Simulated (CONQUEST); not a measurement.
## Ag: 7 runs along one coordinate

System: Ag (Fm-3m, 2 atoms in the cell).
Method: Kohn-Sham DFT of a periodic cell, PBEsol, PseudoDojo NC PBEsol, no spin polarisation (CONQUEST 1.3).

The 7 runs differ only in the geometry, by an even scaling of the cell at fixed fractional positions. The structure derives from an entry of the Crystallography Open Database.

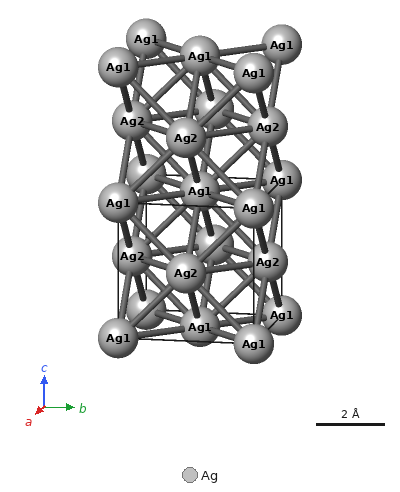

Figure 1. The structure of run 4 (ball-and-stick view of the cell 2 times as large as that of the calculation, set on its symmetry axes, repeated 1 × 1 × 2, seen slightly off an axis; atoms are numbered from 1 in the order of the input). An atom can appear more than once, as a periodic image.

### Input of run 4
```
IO.Title Ag
IO.Coordinates coords.dat
IO.FractionalAtomicCoords T
IO.Iprint 2
IO.Iprint_init 1
General.NumberOfSpecies 1
General.PseudopotentialType hamann
AtomMove.TypeOfRun static
AtomMove.FullStress T
Grid.PointsAlongX 32
Grid.PointsAlongY 32
Grid.PointsAlongZ 40
DM.SolutionMethod diagon
Diag.MPMesh T
Diag.GammaCentred T
Diag.MPMeshX 9
Diag.MPMeshY 9
Diag.MPMeshZ 7
Diag.kT 0.00183747
minE.SCTolerance 1e-6
SC.MaxIters 100
IO.AtomChargeOutput T
%block ChemicalSpeciesLabel
1 107.870 Ag
%endblock
```

Command:
```bash
OMP_NUM_THREADS=1 Conquest
```

Lattice vectors (Å) and fractional positions of run 4:
```
   2.888885    0.000000    0.000000
   0.000000    2.888885    0.000000
   0.000000    0.000000    4.085500
Ag  0.000000  0.000000  0.000000
Ag  0.500000  0.500000  0.500000
```

Run 2 has the same physical settings and fractional positions; its lattice vectors (Å) are:
```
   2.849841    0.000000    0.000000
   0.000000    2.849841    0.000000
   0.000000    0.000000    4.030284
```

### Results, with one run withheld

```csv
run,volume per atom (Å³),"free energy per atom, from the lowest run given (meV)",pressure (GPa)
1,16.025,12.65,6.33
2,16.366,?,?
3,16.707,0.00,0.39
4,17.048,1.27,−1.85
5,17.389,7.51,−3.52
6,17.730,16.27,−4.98
7,18.071,30.13,−7.50
```

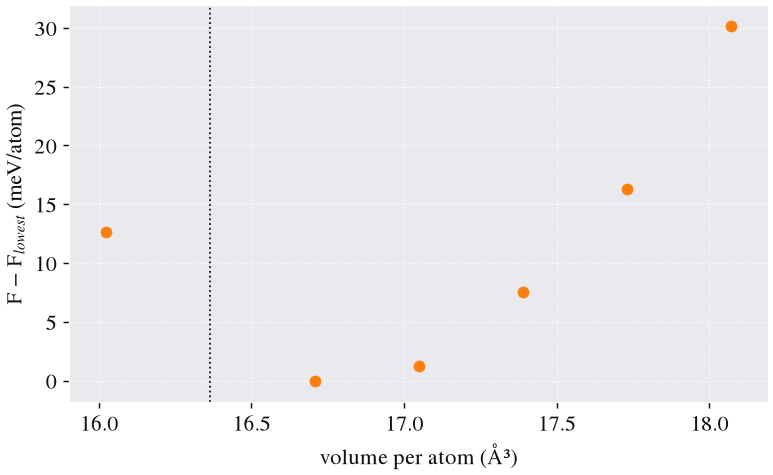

Figure 2. Free energy per atom of the runs given; the dotted line marks run 2.

Estimate the energy of run 2 from the others.

A cubic polynomial in V^(−2/3) (the Birch–Murnaghan form), fitted to the 6 runs given, misses them by at most 0.46 meV per atom. With x = V^(−2/3) − 0.15043 Å⁻², it reads F = 2.4749 − 2369.8 x + 5.5726e+05 x² − 5423.4 x³ (meV per atom). At run 2 it gives 3.66 meV per atom, and the run itself gives 2.81. The slope of the fit gives a pressure −dF/dV of 2.91 GPa there, and the run prints 2.74 GPa. The two needn't agree exactly: the fit is approximate, and the printed stress is taken on a finite basis. The fit has its minimum at 16.782 Å³ per atom, where V d²F/dV² gives 110 GPa: the bulk modulus at this level, since symmetry fixes the shape and the positions. The miss comes from the order of the polynomial or from scatter in that run; these data can't tell which.

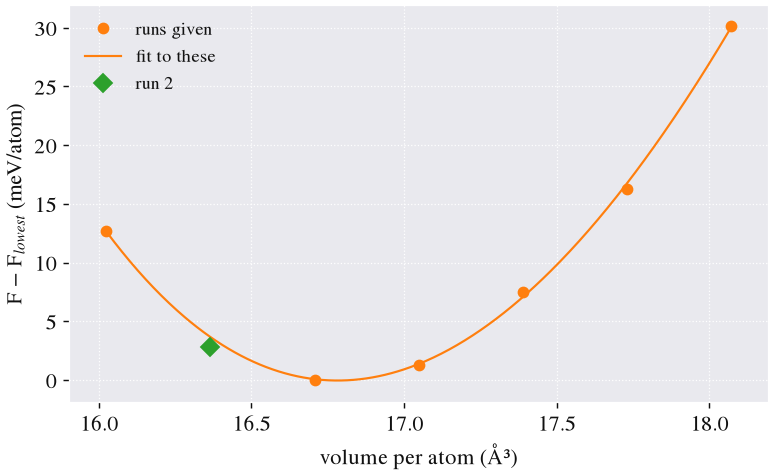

Figure 3. The fit and the withheld run.

### Some lines of the output (run 2)
```
[...]
          DFT Total Energy                 :      -309.745744241345335 Ha
          Free Energy (E-TS)               :      -309.780930774185663 Ha
          DFT Total Energy                 :      -309.779650786552054 Ha
          Free Energy (E-TS)               :      -309.780341963001263 Ha
          DFT Total Energy                 :      -309.780186883189458 Ha
          Free Energy (E-TS)               :      -309.780287439140523 Ha
          DFT Total Energy                 :      -309.780190585239438 Ha
          Free Energy (E-TS)               :      -309.780287623144261 Ha
          DFT Total Energy                 :      -309.780190929584251 Ha
          Free Energy (E-TS)               :      -309.780287507653441 Ha
          DFT Total Energy                 :      -309.780191199333672 Ha
      | Free Energy as E-TS      =      -309.780287507653441 Ha
      |* DFT total energy        =      -309.780191199333672 Ha
    force: Average pressure:      2.74228364 GPa
```

Notes: With a small basis of atomic orbitals these values can differ much from converged plane-wave results.
